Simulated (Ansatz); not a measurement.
Single-point calculation of Ta$_{2}$N

Ta$_{2}$N (P-31m, 9 atoms in the cell), computed with DFT PBEsol, scalar-relativistic, plane waves, PAW, no spin polarisation (Ansatz 0.2.0).

The structure derives from a Materials Project entry. Figures and captions count atoms from 1; the log counts them from 0 in places.

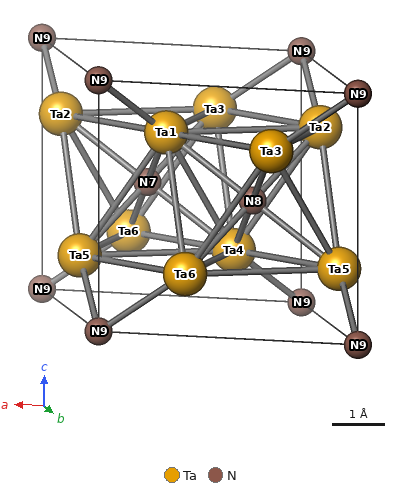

Figure 1. The input geometry (ball-and-stick view of the cell of the calculation, seen at an oblique angle; atoms are numbered from 1 in the order of the input). An atom can appear more than once, as a periodic image.

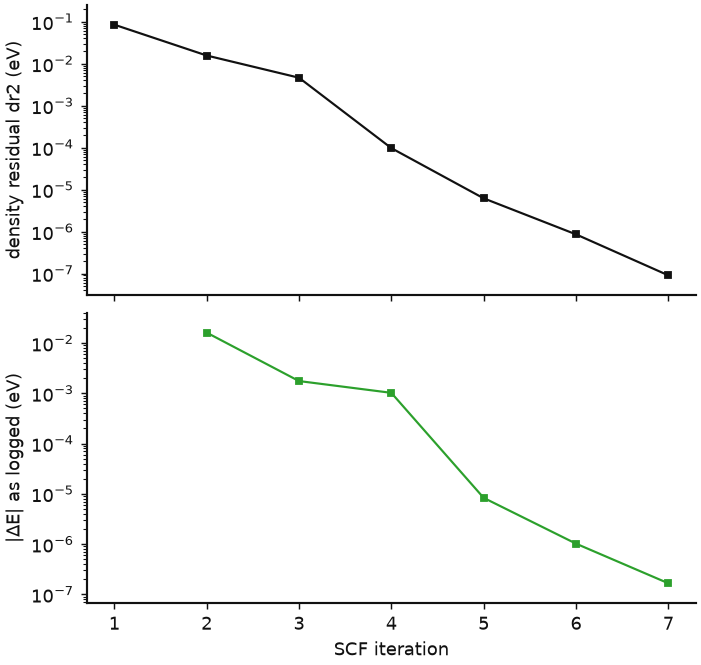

Figure 2. Convergence of the self-consistent field: density residual dr2 and size of the energy change against the SCF iteration. The residual falls at every step.

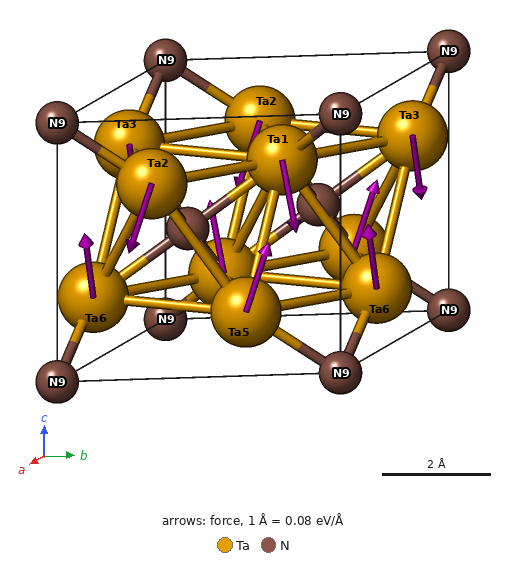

Figure 3. Forces on the atoms as pink arrows (ball-and-stick view of the cell of the calculation, seen slightly off an axis; atoms are numbered from 1 in the order of the input). The largest act on all 6 Ta atoms (0.11 eV/Å). The geometry is not a stationary point of this energy.

These pictures come from the run below.

Input
```yaml
crystal:
  lattice:
    - [5.2965720514, 0.0, 0.0]
    - [-2.6482860257, 4.5869659495, 0.0]
    - [0.0, 0.0, 4.9391825701]
  atoms:
    - { symbol: Ta, position: [0.66636167, 0.66636167, 0.75361826] }
    - { symbol: Ta, position: [0.0, 0.33363833, 0.75361826] }
    - { symbol: Ta, position: [0.33363833, 0.0, 0.75361826] }
    - { symbol: Ta, position: [0.33363833, 0.33363833, 0.24638174] }
    - { symbol: Ta, position: [0.0, 0.66636167, 0.24638174] }
    - { symbol: Ta, position: [0.66636167, 0.0, 0.24638174] }
    - { symbol: "N", position: [0.66666667, 0.33333333, 0.5] }
    - { symbol: "N", position: [0.33333333, 0.66666667, 0.5] }
    - { symbol: "N", position: [0.0, 0.0, 0.0] }
basis:
  ecutwfc: 420
kpoints:
  mp_grid: { grid: [6, 6, 4] }
hamiltonian:
  xc: pbesol
scf:
  occupations: { method: gaussian, width: 0.1 }
output:
  forces: true
  stress: true
  eigenvalues: true
```

Command:
```bash
ansatz run input.yaml --threads 2 --pin off --max-ram 6144MiB --backend cpu --events-out ev --progress --plain --runs-dir out
```

Log
```
Engine: ansatz 0.2.0, x86_64-unknown-linux-gnu
Pseudopotentials: kind: paw
Pseudopotential: Ta, paw, valence charge 13, recommended cutoff 420 eV (normal), Ta.paw.azcp
Pseudopotential: N, paw, valence charge 5, recommended cutoff 420 eV (normal), N.paw.azcp
Functional definition: PBEsol
  exchange = pbesol_x
  correlation = pbesol_c
Crystal: 9 atoms, lattice volume = 119.998 Å³
Basis set: ecut = 420 eV, 2351 PW (Γ), exchange–correlation on 72×72×72 points (8 copies of the dense FFT grid, shifted against one another)
Bands: 56, of which v1, the nominal top of the filled ones, is band 47 counted from 1 (46 counted from 0)
Symmetry: 12 space group operations
Space group: P-31m (ITA 162), of the structure as read, at distance tolerance 4.9e-5 Å
k-points: 24 of 144
Non-local potential: Ta, projectors of the file, l = 0: 3, l = 1: 2, l = 2: 2, l = 3: 1
Non-local potential: N, projectors of the file, l = 0: 2, l = 1: 2, l = 2: 1
PAW form: soft (Blöchl's): semilocal exchange-correlation on the pseudo side does not see the compensation charge
PAW frozen core: Ta, regenerated for the run's functional, and the local potential with it (the file was generated under x = pbe(κ = 0.804, μ = 0.2195149727645171), c = pbe(β = 0.06672455060314922))
PAW frozen core: N, regenerated for the run's functional, and the local potential with it (the file was generated under x = pbe(κ = 0.804, μ = 0.2195149727645171), c = pbe(β = 0.06672455060314922))
PAW one-centre angular grid: Ta, 590 points (default); XC on 64 Gauss nodes
PAW one-centre angular grid: N, 110 points (default); XC on 64 Gauss nodes
Initial density: superposition of atomic densities (neutral atoms: chi_scale 0, normalization atom), corrected by the library's trained network
Initial wavefunctions: pseudopotential atomic-orbital guess
Functional: x = pbesol(κ = 0.804, μ = 0.12345679012345678), c = pbesol(β = 0.046)
SCF iter   1: F=—  HF=-59983.960194 eV  |F-HF|=—  |Δ(HF+E_count)|=         —  Δρ=9.25e-3  dr2=8.52e-2  ethr=1.77e-3  ⟨swp⟩=6.2  Hψ=5313  notcnv=0
preconditioner: auto → Kerker (q_TF=auto, 2.615 Å⁻¹)  [metal: Δε(μ)=0.025 eV  Ē_g=7.878 eV  σ=0.100 eV  W_gap=0.14  n_scr=28 (ndim 8)  ℏωp=22.7 eV  f_vac=0.000  D(μ)=2.30/eV (n_scr^D=8)]
SCF iter   2: F=—  HF=-59983.944072 eV  |F-HF|=—  |Δ(HF+E_count)|=   1.61e-2  Δρ=3.81e-3  dr2=1.57e-2  ethr=9.16e-5  ⟨swp⟩=2.0  Hψ=1945  notcnv=0
SCF iter   3: F=—  HF=-59983.942324 eV  |F-HF|=—  |Δ(HF+E_count)|=   1.75e-3  Δρ=1.83e-3  dr2=4.64e-3  ethr=1.69e-5  ⟨swp⟩=1.0  Hψ=1280  notcnv=0
SCF iter   4: F=—  HF=-59983.941308 eV  |F-HF|=—  |Δ(HF+E_count)|=   1.02e-3  Δρ=2.57e-4  dr2=9.76e-5  ethr=4.99e-6  ⟨swp⟩=2.0  Hψ=1534  notcnv=0
SCF iter   5: F=—  HF=-59983.941316 eV  |F-HF|=—  |Δ(HF+E_count)|=   8.31e-6  Δρ=7.78e-5  dr2=6.21e-6  ethr=1.05e-7  ⟨swp⟩=2.0  Hψ=1796  notcnv=0
SCF iter   6: F=—  HF=-59983.941315 eV  |F-HF|=—  |Δ(HF+E_count)|=   1.02e-6  Δρ=2.61e-5  dr2=8.60e-7  ethr=6.68e-9  ⟨swp⟩=2.0  Hψ=1815  notcnv=0
SCF iter   7: F=-59983.941315 eV  HF=-59983.941315 eV  |F-HF|=5.99e-8  |Δ(HF+E_count)|=   1.66e-7  Δρ=7.70e-6  dr2=9.07e-8  ethr=1.08e-10  ⟨swp⟩=10.0  Hψ=5778  notcnv=0
SCF 1 converged in 7 iterations: F = -59983.941315 eV  dr2 = 9.07e-8
  greatest PAW one-centre occupation: 1.000 electrons in one spin orbital (limit 2), on the Ta atom at site 5 (counted from 0), in its partial waves of l = 0
SCF converged after 7 iterations
Free energy (F): -59983.941315 eV
Harris-Foulkes:  -59983.941315 eV  (|F-HF|=5.99e-8)
Internal energy: -59983.929947 eV  (E = F + TS)
E sigma→0 (E₀):  -59983.935631 eV
Entropy (-TS):   -0.011368 eV (-1.263 meV/atom)
Fermi energy:    19.658510 eV
--- Per-component energies (eV) ---
  E_band       = -515.320983
  E_kinetic    = 2596.058307
  E_local      = -3654.481683  (includes V_loc(G=0)·N_el)
  E_nonlocal   = 238.410334
  E_hartree    = 1256.012497
  E_xc         = -1484.720231
  E_vxc        = -1456.493842  (∫ρ·V_xc dr)
  E_paw        = -50003.844901  (= ΣΔE_a)
  E_vpaw       = -750.838239  (= ΣTr[D̂ρ^β])
  E_aug_tail   = 0.001213  (compensation charges beyond the density's cutoff)
  E_ewald      = -8932.731658
  E_core_change = 1.366175  (= ΣΔE_core)
  E_smearing   = -0.011368  (= −TS)
  E_closure    = 0.000000  (closes the sum)
  Σ components = -59983.941315   (vs F -59983.941315, Δ=0.00e0)
--- Forces (eV/Å), atoms counted from 1 ---
  atom   1  Ta     0.01728278     0.02993465    -0.10620182
  atom   2  Ta     0.01728278    -0.02993465    -0.10620182
  atom   3  Ta    -0.03456555    -0.00000000    -0.10620182
  atom   4  Ta    -0.01728278    -0.02993465     0.10620182
  atom   5  Ta    -0.01728278     0.02993465     0.10620182
  atom   6  Ta     0.03456555     0.00000000     0.10620182
  atom   7  N     -0.00000000     0.00000000    -0.00000000
  atom   8  N      0.00000000    -0.00000000     0.00000000
  atom   9  N      0.00000000    -0.00000000     0.00000000
  max |Σ_I F_I| component: 6.94e-18 eV/Å
--- Stress (GPa, compression-positive) ---
       -5.206507      -0.000000      -0.000000
       -0.000000      -5.206507       0.000000
       -0.000000       0.000000      -5.614771
  P = ⅓ Tr σ = -5.3426 GPa (-53.426 kbar)
--- Band table (eV; the first three rows and the last of 24) ---
  k-point 0: bands = ["-48.6553", "-48.5801", "-48.5666", "-48.5666", "-48.5666", "-48.5666", "-15.9512", "-15.5659", "-15.4087", "-15.4087", "-15.3828", "-15.3828", "-15.3331", "-15.2576", "-15.2260", "-15.1359", "-15.1359", "-15.1038", "-15.1038", "-14.8516", "-14.8516", "-14.7477", "-14.7477", "-14.7019", "1.9846", "3.4127", "3.9984", "11.1448", "12.4934", "12.4934", "12.7484", "12.7484", "13.4212", "13.4212", "13.5276", "13.7310", "13.8315", "16.5483", "17.0459", "17.0459", "17.7323", "17.7323", "18.0629", "18.8893", "19.2182", "19.2182", "19.3440", "19.5845", "19.5845", "20.3969", "20.3969", "21.4331", "21.4331", "22.6285", "22.6286", "23.2577"]
  k-point 1: bands = ["-48.6445", "-48.5910", "-48.5674", "-48.5674", "-48.5659", "-48.5659", "-15.8348", "-15.5853", "-15.5853", "-15.5193", "-15.3408", "-15.3338", "-15.3338", "-15.2758", "-15.2646", "-15.1453", "-15.1453", "-14.9857", "-14.9857", "-14.8265", "-14.8265", "-14.8265", "-14.7428", "-14.7428", "2.2810", "3.4339", "3.7111", "11.3278", "11.6181", "11.6181", "12.9337", "13.1580", "13.1580", "13.4579", "13.8229", "13.8229", "15.0326", "16.8615", "17.2991", "17.2991", "17.7415", "17.7415", "17.8765", "18.4459", "18.6556", "18.6556", "19.1199", "20.1089", "20.1089", "21.1014", "21.1014", "21.3300", "21.3300", "21.4725", "22.7025", "22.7025"]
  k-point 2: bands = ["-48.6214", "-48.6143", "-48.5677", "-48.5677", "-48.5656", "-48.5656", "-15.6651", "-15.6651", "-15.5909", "-15.5437", "-15.4274", "-15.3896", "-15.3896", "-15.3708", "-15.0929", "-15.0768", "-15.0768", "-15.0620", "-14.9406", "-14.9406", "-14.8117", "-14.8117", "-14.7245", "-14.7245", "2.8990", "3.1021", "3.4553", "11.2269", "11.2269", "11.6005", "12.4843", "13.0354", "13.0354", "13.3913", "14.2802", "14.2802", "16.7536", "16.8229", "17.2710", "17.4433", "17.4433", "17.8437", "17.9563", "17.9563", "18.3065", "18.3065", "18.7594", "20.3436", "20.3436", "20.5481", "21.7348", "21.7348", "21.8224", "21.8224", "22.4562", "22.4562"]
  k-point 23: bands = ["-48.5996", "-48.5996", "-48.5983", "-48.5689", "-48.5680", "-48.5680", "-15.7320", "-15.7320", "-15.6292", "-15.4116", "-15.3479", "-15.3479", "-15.2921", "-15.2377", "-15.2377", "-15.0712", "-15.0678", "-15.0678", "-14.9415", "-14.9415", "-14.9321", "-14.7744", "-14.7712", "-14.7712", "3.1184", "3.1184", "3.1706", "11.4047", "11.8995", "11.8995", "12.9457", "12.9457", "13.4796", "13.5597", "13.5597", "13.8626", "15.4972", "16.2660", "16.2660", "16.4014", "16.9075", "16.9075", "18.0772", "18.1513", "18.1513", "18.9991", "18.9991", "20.1665", "21.0521", "21.7309", "21.7309", "22.1794", "22.2134", "22.2134", "22.8946", "22.8946"]
```

Key numbers

| quantity | value |
| --- | --- |
| outcome | converged |
| space group (tolerance 0.01 Å) | P-31m (162) |
| electrons treated | 93 |
| free energy | −59983.9413 eV |
| Fermi energy | 19.659 eV |
| gap on the k-point mesh | none (metallic) |
| pressure | −5.34 GPa |
| largest force (length of the vector) | 0.112 eV/Å |
| hardware | 2 threads of Intel Xeon @ 2.50GHz (Skylake/Cascade Lake), 32 GiB of memory available, shared host |
| wall time | 5 s (CPU time 9.6 s) |
| peak memory | 0.52 GiB |

Remarks

Spin–orbit coupling is left out, which matters for Ta. The cell holds an odd number of electrons but the run has no spin polarisation, so a band is left half filled. The cell is under a tension of 5.3 GPa at this level, so it is not at its equilibrium volume.
